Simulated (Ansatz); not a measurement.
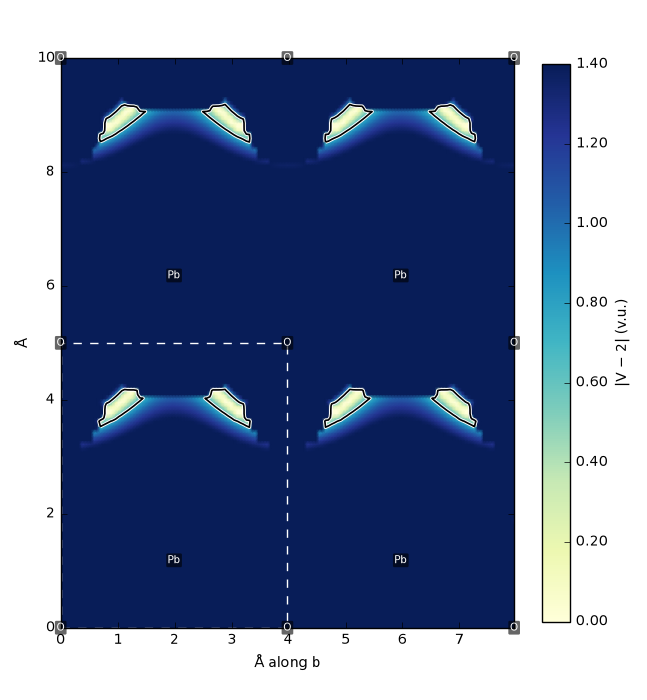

Bond-valence mismatch |V − 2| for Mg2+ in PbO in space group P4/nmm on the section x = 0.000 (parallel to b and c; the dashed line is one cell); the black line is the 0.7 v.u. contour, and values above the scale's top are cut off.

At each point the valence sum V of a Mg2+ ion is computed from the anions within 5 Å (s = exp((R0 − d)/b), R0 fitted to published crystal structures with b = 0.37 Å; R0: Mg2+–O 1.677 Å). Points too close to the other cations are excluded (2.1 Å from Pb). Mg2+ is a guest here, not part of the formula. This is an empirical screen for pathways, not an energy calculation.

Source of the atomic positions: a calculation's input that goes back to an entry of the Crystallography Open Database (an earlier step may have relaxed or displaced it).

```cif
data_structure
_symmetry_space_group_name_H-M 'P4/nmm:1'
_symmetry_Int_Tables_number 129
_cell_length_a 3.9804
_cell_length_b 3.9804
_cell_length_c 5.0009
_cell_angle_alpha 90.000
_cell_angle_beta 90.000
_cell_angle_gamma 90.000
_cell_volume 79.23
loop_
_atom_site_label
_atom_site_type_symbol
_atom_site_symmetry_multiplicity
_atom_site_Wyckoff_symbol
_atom_site_fract_x
_atom_site_fract_y
_atom_site_fract_z
_atom_site_occupancy
Pb1 Pb 2 c 0.00000 0.50000 0.23663 1
O1 O 2 a 0.00000 0.00000 0.00000 1
```

> In the whole crystal, how are the regions below 0.7 v.u. connected?

No path at this level: the regions are isolated pockets that do not connect across cells.

> At which mismatch do paths open?

From a mismatch of about 1.35 v.u. the regions form a two-dimensional network in layers parallel to (001). No third dimension opens below 1.4 v.u. These are grid estimates, good to about 0.1 v.u.
